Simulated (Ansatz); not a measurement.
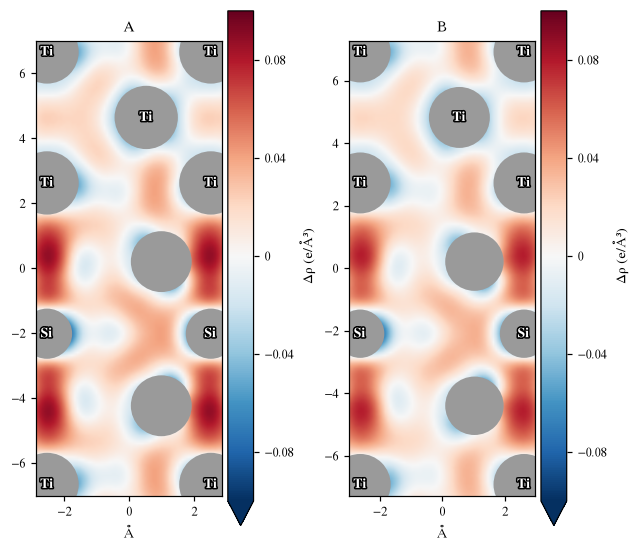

Ti5Si: deformation density on the (100) plane of the conventional cell at two volumes, with the same fractional coordinates and one colour scale. Grey discs cover the cores.

Space group R32. The cell comes from a database of computed structures, not from a measurement.

Theory: Ansatz 0.2.0, DFT PBE, scalar-relativistic, plane waves, PAW.

How do the two volumes compare, and how does the bonding charge respond?

B is the larger cell: B has 112 % of the volume of A. The pressure is 0 GPa in A and −11 GPa in B. The rearranged charge is 0.18 e an atom in A and 0.19 e in B.
